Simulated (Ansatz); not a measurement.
Consider Mg.

Input

```
crystal:
  lattice:
    - [3.0502998005, 0.0, 0.0]
    - [-1.5251499003, 2.6416371164, 0.0]
    - [0.0, 0.0, 3.04483757]
  atoms:
    - { symbol: Mg, position: [0.0, 0.0, 0.0] }
hamiltonian:
  xc: pbe
  pseudopotentials: { kind: paw }
  dispersion: d3bjatm
kpoints:
  mp_grid: { grid: [10, 10, 9] }
scf:
  occupations: { method: fermi_dirac, width: 0.05 }
output:
  forces: true
  stress: true
  eigenvalues: true
  write_density: true
  write_potential: true
  elf: true
  volumetric_format: npy
relax:
  f_tol: 0.01
  max_steps: 40
  cell: { stress_tol: 0.05 }
```

Launched as:

```sh
ansatz run input.yaml --threads 2 --pin off --max-ram 5632MiB --backend cpu --events-out ev --progress --plain --runs-dir out
```

Below, planes, directions and counts refer to the conventional cell (a = 3.05 Å, b = 3.05 Å, c = 3.00 Å, α = 90.00°, β = 90.00°, γ = 120.00°).

The fields are those of the run's last geometry, not of the input's.

Space group P6/mmm; a structure from a database of computed crystals, not necessarily the ambient phase.

Theory: Ansatz, Kohn-Sham DFT of a periodic cell, PBE with D3(BJ)-ATM, Ansatz PAW.

Q: Predict the valence pseudo-density and electron localisation function between the atoms.

A: Mg–Mg (3.00 Å): ρ at the midpoint is about 0.09 e/Å³; the ELF reaches about 0.50 near the midpoint.
Mg–Mg (3.05 Å): ρ is about 0.11 e/Å³ halfway; the ELF peaks at about 0.65 between the atoms.

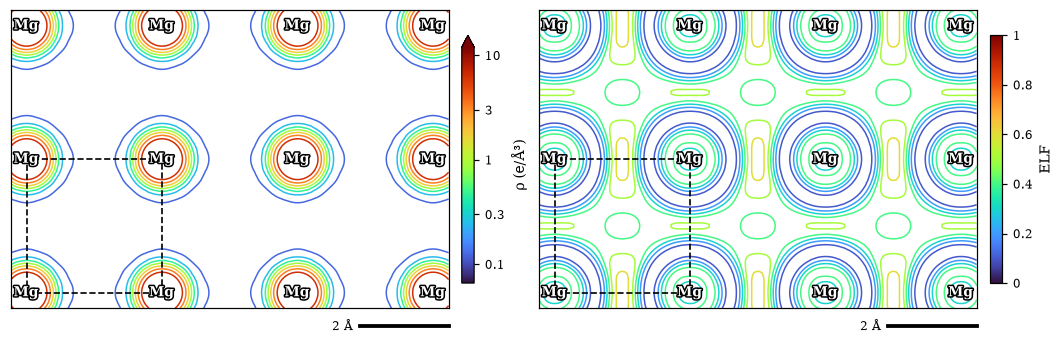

Computed valence pseudo-density and electron localisation function on the (010) plane of the conventional cell, in this order. 

Core electrons are frozen (PAW), and the valence fields are smoothed inside the atomic spheres.
